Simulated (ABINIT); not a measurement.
# TiCo: hubbard response calculation (part 3 of 3)

TiCo (2 atoms in the cell); Kohn-Sham DFT of a periodic cell, LDA, DFT+U, JTH PAW LDA v2.0, spin-polarised (ABINIT 10.8.3); cutoff 813.62 eV, 4×4×4 k-mesh, cold smearing of 0.02 eV, collinear spins. The structure derives from a Materials Project entry.

Geometry of the input (Å; fractional positions):
```
2.9861  0.0000  0.0000
0.0000  2.9861  0.0000
0.0000  0.0000  2.9861
Co 0.5000  0.5000  0.5000
Ti 0.0000  0.0000  0.0000
```

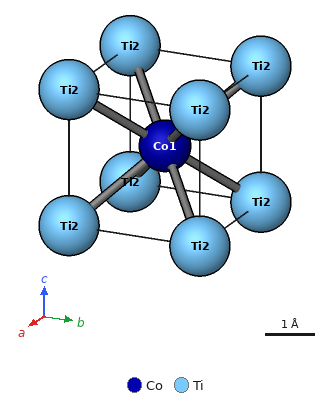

**Figure 1.** The structure as given in the input (ball-and-stick view of the cell of the calculation, seen at an oblique angle; atoms are numbered from 1 in the order of the input). An atom can appear more than once, as a periodic image.

## What the program printed, continued
```
 ---------- calculate U, (J) end --------------

================================================================================

 ----iterations are completed or convergence reached----

 Mean square residual over all n,k,spin=   15.909E-14; max=  10.846E-13
 reduced coordinates (array xred) for    2 atoms
       0.500000000000      0.500000000000      0.500000000000
       0.000000000000      0.000000000000      0.000000000000
 rms dE/dt=  1.8273E-08; max dE/dt=  2.3585E-08; dE/dt below (all hartree)
    1       0.000000009388     -0.000000010161     -0.000000003837
    2      -0.000000032439      0.000000023585      0.000000013739

 cartesian coordinates (angstrom) at end:
    1      1.49305549500000     1.49305549500000     1.49305549500000
    2      0.00000000000000     0.00000000000000     0.00000000000000

 cartesian forces (hartree/bohr) at end:
    1     -0.00000000370615     0.00000000299013     0.00000000155730
    2      0.00000000370615    -0.00000000299013    -0.00000000155730
 frms,max,avg= 2.8926114E-09 3.7061467E-09   2.042E-09 -1.189E-09 -8.774E-10 h/b

 cartesian forces (eV/Angstrom) at end:
    1     -0.00000019057772     0.00000015375874     0.00000008007976
    2      0.00000019057772    -0.00000015375874    -0.00000008007976
 frms,max,avg= 1.4874406E-07 1.9057772E-07   1.050E-07 -6.116E-08 -4.512E-08 e/A
 length scales=  5.642931952663  5.642931952663  5.642931952663 bohr
              =  2.986110990000  2.986110990000  2.986110990000 angstroms
 Fermi (or HOMO) energy (hartree) =   0.40115   Average Vxc (hartree)=  -0.44884
 Magnetization (Bohr magneton)=  3.75000034E-01
 Total spin up =  1.46875000E+01   Total spin down =  1.43125000E+01
 Eigenvalues (hartree) for nkpt=  36  k points, SPIN UP:
 kpt#   1, nband= 20, wtk=  0.01563, kpt=  0.0000  0.0000  0.0000 (reduced coord)
  -3.07231   -1.73779   -1.73779   -1.73779   -1.67757   -0.81063   -0.81063   -0.81063
   0.11963    0.25761    0.25761    0.34219    0.34219    0.34219    0.42485    0.42485
   0.50041    0.50041    0.50041    0.72855
      occupation numbers for kpt#   1
   1.00000    1.00000    1.00000    1.00000    1.00000    1.00000    1.00000    1.00000
   1.00000    1.00000    1.00000    1.00000    1.00000    1.00000    0.00000    0.00000
   0.00000    0.00000    0.00000    0.00000
 prteigrs : prtvol=0 or 1, do not print more k-points.

 Eigenvalues (hartree) for nkpt=  36  k points, SPIN DOWN:
 kpt#   1, nband= 20, wtk=  0.01563, kpt=  0.0000  0.0000  0.0000 (reduced coord)
  -3.05091   -1.71705   -1.71705   -1.71705   -1.68110   -0.81416   -0.81416   -0.81416
   0.11975    0.26714    0.26714    0.35442    0.35442    0.35442    0.43257    0.43257
   0.49991    0.49991    0.49991    0.72922
      occupation numbers for kpt#   1
   1.00000    1.00000    1.00000    1.00000    1.00000    1.00000    1.00000    1.00000
   1.00000    1.00000    1.00000    1.00000    1.00000    1.00000    0.00000    0.00000
   0.00000    0.00000    0.00000    0.00000
 prteigrs : prtvol=0 or 1, do not print more k-points.

--- !EnergyTerms
iteration_state     : {dtset: 2, }
comment             : Components of total free energy in Hartree
kinetic             :  1.96344563264387E+01
hartree             :  5.00440649994197E+01
xc                  : -6.40821234358676E+00
Ewald energy        : -1.37848524263372E+02
psp_core            :  6.37035249788802E+00
local_psp           : -1.61886094706346E+02
PAW spherical_terms :  2.47964149270284E+01
internal            : -2.05297542562530E+02
'-kT*entropy'       : -1.95956739606949E-05
total_energy        : -2.05297562158204E+02
total_energy_eV     : -5.58643125924518E+03
...

--- !EnergyTermsDC
iteration_state     : {dtset: 2, }
comment             : '"Double-counting" decomposition of free energy'
band_energy         : -2.06724633153506E+01
Ewald energy        : -1.37848524263372E+02
psp_core            :  6.37035249788802E+00
xc_dc               : -4.86640287041004E+01
PAW spherical_terms : -4.47015390690586E+00
internal            : -2.05284817691841E+02
'-kT*entropy'       : -1.95956739606949E-05
total_energy_dc     : -2.05284837287515E+02
total_energy_dc_eV  : -5.58608499787393E+03
...

--- !EnergyTermsWithPAWCore
iteration_state     : {dtset: 2, }
comment             : 'Components of total free energy, including PAW core contributions'
Total energy        : -2.24315437209122E+03
Total energy DC     : -2.24314164722053E+03
Total energy (eV)   : -6.10393400283351E+04
Total energy DC (eV): -6.10389937669639E+04
...

 Cartesian components of stress tensor (hartree/bohr^3)
  sigma(1 1)=  4.88752971E-04  sigma(3 2)= -1.54090882E-10
  sigma(2 2)=  4.88753274E-04  sigma(3 1)= -7.14812479E-11
  sigma(3 3)=  4.88753032E-04  sigma(2 1)=  1.40874802E-11

-Cartesian components of stress tensor (GPa)         [Pressure= -1.4380E+01 GPa]
- sigma(1 1)=  1.43796089E+01  sigma(3 2)= -4.53351026E-06
- sigma(2 2)=  1.43796178E+01  sigma(3 1)= -2.10305092E-06
- sigma(3 3)=  1.43796106E+01  sigma(2 1)=  4.14467976E-07

================================================================================
== DATASET  3 ==================================================================

--- !DatasetInfo
iteration_state: {dtset: 3, }
dimensions: {natom: 2, nkpt: 36, mband: 20, nsppol: 2, nspinor: 1, nspden: 2, mpw: 1420, }
cutoff_energies: {ecut:  29.9, pawecutdg:  51.9, }
electrons: {nelect:   2.90000000E+01, charge:   0.00000000E+00, occopt:   4.00000000E+00, tsmear:   7.34986444E-04, }
meta: {optdriver: 0, ionmov: 0, optcell: 0, iscf: 17, paral_kgb: 0, }
...

 Exchange-correlation functional for the present dataset will be:
  LDA: Perdew-Wang 92 LSD fit to Ceperley-Alder data - ixc=7
  J.P.Perdew and Y.Wang, PRB 45, 13244 (1992)

 Real(R)+Recip(G) space primitive vectors, cartesian coordinates (Bohr,Bohr^-1):
 R(1)=  5.6429320  0.0000000  0.0000000  G(1)=  0.1772128  0.0000000  0.0000000
 R(2)=  0.0000000  5.6429320  0.0000000  G(2)=  0.0000000  0.1772128  0.0000000
 R(3)=  0.0000000  0.0000000  5.6429320  G(3)=  0.0000000  0.0000000  0.1772128
 Unit cell volume ucvol=  1.7968608E+02 bohr^3
 Angles (23,13,12)=  9.00000000E+01  9.00000000E+01  9.00000000E+01 degrees

 Coarse grid specifications (used for wave-functions):

 getcut: wavevector=  0.0000  0.0000  0.0000  ngfft=  30  30  30
         ecut(hartree)=     29.900   => boxcut(ratio)=   2.15981

 Fine grid specifications (used for densities):

 getcut: wavevector=  0.0000  0.0000  0.0000  ngfft=  40  40  40
         ecut(hartree)=     51.900   => boxcut(ratio)=   2.18578
--------------------------------------------------------------------------------

-inwffil : will read wavefunctions from disk file runi_DS3_WFK

 ******************************************
 DFT+U Method used: FLL
 ******************************************

================================================================================

--- !BeginCycle
iteration_state: {dtset: 3, }
solver: {iscf: 17, nstep: 120, nline: 4, wfoptalg: 10, }
tolerances: {tolvrs: 1.00E-09, }
...

     iter   Etot(hartree)      deltaE(h)  residm     nres2   difmagsph maxmagsph
 ETOT  1  -205.27223125860    -2.053E+02 1.221E-06 2.692E-01 5.271E-01 5.271E-01
 ETOT  2  -205.27403204631    -1.801E-03 2.089E-05 4.275E+00 4.022E-02 4.869E-01
 ETOT  3  -205.27204007836     1.992E-03 9.322E-04 1.075E-02 3.201E-02 5.189E-01
 ETOT  4  -205.27211423709    -7.416E-05 2.213E-05 2.421E-03 1.526E-03 5.204E-01
 ETOT  5  -205.27211417743     5.965E-08 1.187E-07 2.723E-03 4.328E-04 5.209E-01
 ETOT  6  -205.27211244258     1.735E-06 4.651E-07 1.039E-04 9.577E-05 5.208E-01
 ETOT  7  -205.27211244630    -3.713E-09 3.863E-08 1.879E-05 4.669E-05 5.209E-01
 ETOT  8  -205.27211245699    -1.069E-08 1.533E-09 1.288E-05 1.724E-04 5.211E-01
 ETOT  9  -205.27211246415    -7.162E-09 1.004E-09 1.366E-05 1.460E-04 5.212E-01
 ETOT 10  -205.27211245758     6.569E-09 1.120E-09 3.974E-06 1.057E-04 5.213E-01
 ETOT 11  -205.27211245653     1.047E-09 2.495E-11 2.980E-06 1.725E-05 5.213E-01
 ETOT 12  -205.27211245357     2.960E-09 1.014E-09 1.772E-08 7.335E-05 5.214E-01
 ETOT 13  -205.27211245368    -1.042E-10 1.042E-11 8.377E-09 7.688E-06 5.214E-01
 ETOT 14  -205.27211245368     1.251E-12 4.860E-12 7.037E-10 4.521E-06 5.214E-01

 At SCF step   14       nres2   =  7.04E-10 < tolvrs=  1.00E-09 =>converged.

 Cartesian components of stress tensor (hartree/bohr^3)
  sigma(1 1)=  4.86303284E-04  sigma(3 2)= -6.91986645E-10
  sigma(2 2)=  4.86303789E-04  sigma(3 1)= -3.79425826E-10
  sigma(3 3)=  4.86304077E-04  sigma(2 1)= -5.07406764E-11

--- !ResultsGS
iteration_state: {dtset: 3, }
comment   : Summary of ground state results
lattice_vectors:
- [  5.6429320,   0.0000000,   0.0000000, ]
- [  0.0000000,   5.6429320,   0.0000000, ]
- [  0.0000000,   0.0000000,   5.6429320, ]
lattice_lengths: [   5.64293,    5.64293,    5.64293, ]
lattice_angles: [ 90.000,  90.000,  90.000, ] # degrees, (23, 13, 12)
lattice_volume:   1.7968608E+02
convergence: {deltae:  1.251E-12, res2:  7.037E-10, residm:  4.860E-12, diffor: null, }
etotal    :  -2.05272112E+02
entropy   :   0.00000000E+00
fermie    :   4.01578364E-01
cartesian_stress_tensor: # hartree/bohr^3
- [  4.86303284E-04,  -5.07406764E-11,  -3.79425826E-10, ]
- [ -5.07406764E-11,   4.86303789E-04,  -6.91986645E-10, ]
- [ -3.79425826E-10,  -6.91986645E-10,   4.86304077E-04, ]
pressure_GPa:  -1.4308E+01
xred      :
- [  5.0000E-01,   5.0000E-01,   5.0000E-01, Co]
- [  0.0000E+00,   0.0000E+00,   0.0000E+00, Ti]
cartesian_forces: # hartree/bohr
- [  8.53220563E-10,  -4.46592884E-09,   8.64477324E-10, ]
- [ -8.53220563E-10,   4.46592884E-09,  -8.64477324E-10, ]
force_length_stats: {min:   4.62815588E-09, max:   4.62815588E-09, mean:   4.62815588E-09, }
...

 Integrated electronic and magnetization densities in atomic spheres:
 ------------------------------------------------------------------------------------------------------------
 Radius=ratsph(iatom), smearing ratsm=  0.0000. Diff(up-dn)=approximate z local magnetic moment.
    Atom    Radius    up_density   dn_density  Total(up+dn)  Diff(up-dn)
    1 Co   2.10903     8.053743     7.532336     15.586079     0.521407
    2 Ti   2.30803     5.054411     5.165698     10.220110    -0.111287
 ------------------------------------------------------------------------------------------------------------
  Sum:                13.108154    12.698034     25.806188     0.410120
 Total magnetization (from the atomic spheres):                0.410120
 Total magnetization (exact up - dn):                          0.374991

 ---------- DFT+U DATA ---------------------------------------------------

 ====== For Atom     1, occupations for correlated orbitals. lpawu =   2

 Atom   1. Occ. for lpawu and for spin  1 =   3.71545
 Atom   1. Occ. for lpawu and for spin  2 =   3.20660
 => On atom   1,  local Mag. for lpawu is       -0.508848

 == Occupation matrix for correlated orbitals:

 Occupation matrix for spin  1
     0.75276   -0.00000    0.00000    0.00000    0.00000
    -0.00000    0.75276    0.00000   -0.00000    0.00000
     0.00000    0.00000    0.72858   -0.00000    0.00000
     0.00000   -0.00000   -0.00000    0.75276   -0.00000
     0.00000    0.00000    0.00000   -0.00000    0.72858

 Occupation matrix for spin  2
     0.71628   -0.00000    0.00000   -0.00000   -0.00000
    -0.00000    0.71628    0.00000   -0.00000    0.00000
     0.00000    0.00000    0.52888    0.00000   -0.00000
    -0.00000   -0.00000    0.00000    0.71628   -0.00000
    -0.00000    0.00000   -0.00000   -0.00000    0.52888

 ---------- calculate U, (J) start ----------

 All pawujat  ok and equal to   1
 macro_uj=1 and nspden=2: standard determination of Hubbard U-parameter

*********************************************************************
************************  Linear Response U  ************************

 Info printed for perturbed atom:    1

  Perturbations           Occupations
 --------------- -----------------------------
    alpha [eV]     Unscreened      Screened
 --------------- -----------------------------
   0.0000000000   6.9346857459   6.9346857459
   0.1000000000   6.8998813277   6.9220460553

                    Scalar response functions:
                    Chi0 [eV^-1]:     -0.77343
                    Chi [eV^-1]:      -0.12640

 The scalar U from the two-point regression scheme is   6.61865 eV.
*********************************************************************
*********************************************************************
Note: For more reliable linear regressions of the response
matrices, it is advised that you have more than two points.
See the LRUJ protocol for more information.

 URES      ii    nat       r_max    U(J)[eV]   U_ASA[eV]   U_inf[eV]
 URES       1      1     0.00000     1.65466     1.37180     1.24266
 URES       2      8     9.77380     5.80153     4.80976     4.35698
 URES       3     27     9.77380     6.37382     5.28422     4.78678
 URES       4     64    19.54770     6.51525     5.40147     4.89300
 URES       5    125    19.54770     6.56570     5.44330     4.93088
 URES       6    216    29.32150     6.58801     5.46179     4.94763

 ---------- calculate U, (J) end --------------

================================================================================

 ----iterations are completed or convergence reached----

 Mean square residual over all n,k,spin=   45.438E-14; max=  48.601E-13
 reduced coordinates (array xred) for    2 atoms
       0.500000000000      0.500000000000      0.500000000000
       0.000000000000      0.000000000000      0.000000000000
 rms dE/dt=  2.1916E-08; max dE/dt=  4.5742E-09; dE/dt below (all hartree)
    1      -0.000000005055     -0.000000002197     -0.000000007731
    2       0.000000004574     -0.000000052599      0.000000002026

 cartesian coordinates (angstrom) at end:
    1      1.49305549500000     1.49305549500000     1.49305549500000
    2      0.00000000000000     0.00000000000000     0.00000000000000

 cartesian forces (hartree/bohr) at end:
    1      0.00000000085322    -0.00000000446593     0.00000000086448
    2     -0.00000000085322     0.00000000446593    -0.00000000086448
 frms,max,avg= 2.6720670E-09 4.4659288E-09   4.261E-11  4.855E-09  5.055E-10 h/b

 cartesian forces (eV/Angstrom) at end:
    1      0.00000004387437    -0.00000022964729     0.00000004445321
    2     -0.00000004387437     0.00000022964729    -0.00000004445321
 frms,max,avg= 1.3740321E-07 2.2964729E-07   2.191E-09  2.497E-07  2.599E-08 e/A
 length scales=  5.642931952663  5.642931952663  5.642931952663 bohr
              =  2.986110990000  2.986110990000  2.986110990000 angstroms
 Fermi (or HOMO) energy (hartree) =   0.40158   Average Vxc (hartree)=  -0.44889
 Magnetization (Bohr magneton)=  3.75000059E-01
 Total spin up =  1.46875000E+01   Total spin down =  1.43125000E+01
 Eigenvalues (hartree) for nkpt=  36  k points, SPIN UP:
 kpt#   1, nband= 20, wtk=  0.01563, kpt=  0.0000  0.0000  0.0000 (reduced coord)
  -3.07386   -1.73930   -1.73930   -1.73930   -1.67712   -0.81019   -0.81019   -0.81019
   0.11959    0.25798    0.25798    0.34263    0.34263    0.34263    0.42523    0.42523
   0.50081    0.50081    0.50081    0.72847
      occupation numbers for kpt#   1
   1.00000    1.00000    1.00000    1.00000    1.00000    1.00000    1.00000    1.00000
   1.00000    1.00000    1.00000    1.00000    1.00000    1.00000    0.00000    0.00000
   0.00000    0.00000    0.00000    0.00000
 prteigrs : prtvol=0 or 1, do not print more k-points.

 Eigenvalues (hartree) for nkpt=  36  k points, SPIN DOWN:
 kpt#   1, nband= 20, wtk=  0.01563, kpt=  0.0000  0.0000  0.0000 (reduced coord)
  -3.05236   -1.71847   -1.71847   -1.71847   -1.68071   -0.81378   -0.81378   -0.81378
   0.11969    0.26753    0.26753    0.35492    0.35492    0.35492    0.43298    0.43298
   0.50027    0.50027    0.50027    0.72912
      occupation numbers for kpt#   1
   1.00000    1.00000    1.00000    1.00000    1.00000    1.00000    1.00000    1.00000
   1.00000    1.00000    1.00000    1.00000    1.00000    1.00000    0.00000    0.00000
   0.00000    0.00000    0.00000    0.00000
 prteigrs : prtvol=0 or 1, do not print more k-points.

--- !EnergyTerms
iteration_state     : {dtset: 3, }
comment             : Components of total free energy in Hartree
kinetic             :  1.96280099235228E+01
hartree             :  5.00249556584453E+01
xc                  : -6.40804595463154E+00
Ewald energy        : -1.37848524263372E+02
psp_core            :  6.37035249788802E+00
local_psp           : -1.61858461980751E+02
PAW spherical_terms :  2.47941962555254E+01
internal            : -2.05297517863373E+02
'-kT*entropy'       : -1.80242012035835E-05
total_energy        : -2.05297535887574E+02
total_energy_eV     : -5.58643054438492E+03
...

--- !EnergyTermsDC
iteration_state     : {dtset: 3, }
comment             : '"Double-counting" decomposition of free energy'
band_energy         : -2.06767003147409E+01
Ewald energy        : -1.37848524263372E+02
psp_core            :  6.37035249788802E+00
xc_dc               : -4.86449782038618E+01
PAW spherical_terms : -4.47224414538874E+00
internal            : -2.05272094429475E+02
'-kT*entropy'       : -1.80242012035835E-05
total_energy_dc     : -2.05272112453677E+02
total_energy_dc_eV  : -5.58573873750544E+03
...

--- !EnergyTermsWithPAWCore
iteration_state     : {dtset: 3, }
comment             : 'Components of total free energy, including PAW core contributions'
Total energy        : -2.24315434582059E+03
Total energy DC     : -2.24312892238669E+03
Total energy (eV)   : -6.10393393134749E+04
Total energy DC (eV): -6.10386475065954E+04
...

 Cartesian components of stress tensor (hartree/bohr^3)
  sigma(1 1)=  4.86303284E-04  sigma(3 2)= -6.91986645E-10
  sigma(2 2)=  4.86303789E-04  sigma(3 1)= -3.79425826E-10
  sigma(3 3)=  4.86304077E-04  sigma(2 1)= -5.07406764E-11

-Cartesian components of stress tensor (GPa)         [Pressure= -1.4308E+01 GPa]
- sigma(1 1)=  1.43075366E+01  sigma(3 2)= -2.03589500E-05
- sigma(2 2)=  1.43075514E+01  sigma(3 1)= -1.11630932E-05
- sigma(3 3)=  1.43075599E+01  sigma(2 1)= -1.49284224E-06

== END DATASET(S) ==============================================================
================================================================================

 -outvars: echo values of variables after computation  --------
            acell      5.6429319527E+00  5.6429319527E+00  5.6429319527E+00 Bohr
           etotal1    -2.0532308147E+02
           etotal2    -2.0528483729E+02
           etotal3    -2.0527211245E+02
            fcart1    -6.2971245579E-10  5.0695155592E-11  2.2809046452E-09
                       6.2971245579E-10 -5.0695155592E-11 -2.2809046452E-09
            fcart2    -3.7061466557E-09  2.9901313635E-09  1.5573033052E-09
                       3.7061466557E-09 -2.9901313635E-09 -1.5573033052E-09
            fcart3     8.5322056329E-10 -4.4659288441E-09  8.6447732395E-10
                      -8.5322056329E-10  4.4659288441E-09 -8.6447732395E-10
           strten1     4.9629610379E-04  4.9629670895E-04  4.9629633832E-04
                       5.8039741145E-11 -1.0575110036E-10 -3.6753919673E-11
           strten2     4.8875297110E-04  4.8875327423E-04  4.8875303168E-04
                      -1.5409088184E-10 -7.1481247858E-11  1.4087480172E-11
           strten3     4.8630328353E-04  4.8630378860E-04  4.8630407670E-04
                      -6.9198664524E-10 -3.7942582616E-10 -5.0740676424E-11
           xangst      1.4930554950E+00  1.4930554950E+00  1.4930554950E+00
                       0.0000000000E+00  0.0000000000E+00  0.0000000000E+00
             xred      5.0000000000E-01  5.0000000000E-01  5.0000000000E-01
                       0.0000000000E+00  0.0000000000E+00  0.0000000000E+00
 Calculation completed.
```

## Key numbers

- outcome: converged
- space group (tolerance 0.01 Å): Pm-3m (221)
- electrons treated: 29
- free energy: −5586.4316 eV
- gap on the k-point mesh: none (metallic)
- net moment of the cell: 0.38 μB
- pressure: −14.45 GPa
- largest force (length of the vector): under 0.001 eV/Å
- wall time: 5.2 min
- peak memory: 0.13 GiB

## Remarks

Settings chosen away from the usual ones: width set to 0.02 (from 0.136); ecut_ha set to 29.9 (from 26). Points of doubt noted for this run: cell small for linear response. The k-point mesh is coarse for a cell of this size, so the results may not be converged.
